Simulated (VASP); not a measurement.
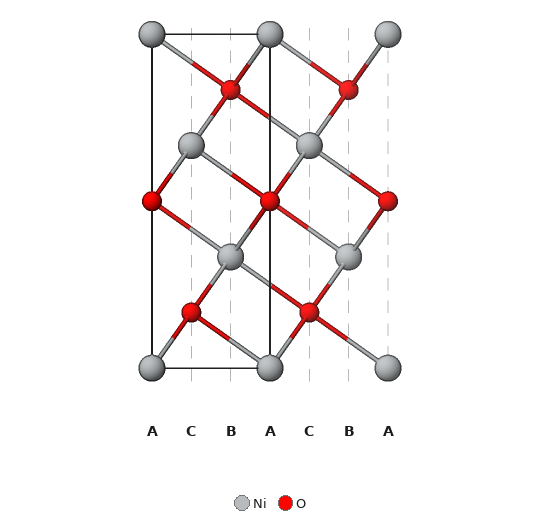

The picture looks along a close-packed row of the hexagonal mesh; [111] points upwards. The dashed lines mark the three columns A (0, 0), B (1/3, 2/3) and C (2/3, 1/3). The box is the hexagonal cell of the face-centred cubic lattice. The sequence starts with the first layer at or above the cell's origin.

NiO: the end point of a relaxation with VASP 6.6.1, VASP Kohn-Sham DFT of a periodic cell, PBE with rVV10, VASP PAW PBE potentials, recommended.

Question: List the layers of one repeat.

Answer: Ni(A) – O(C) – Ni(B) – O(A) – Ni(C) – O(B) (six layers in 7.26 Å).

Question: How are the O layers alone stacked?

Answer: O layers alone: CAB, the cubic close-packed type.

Question: Which positions between or in the O layers do the other atoms fill?

Answer: Ni: three octahedral sites (per hexagonal cell).
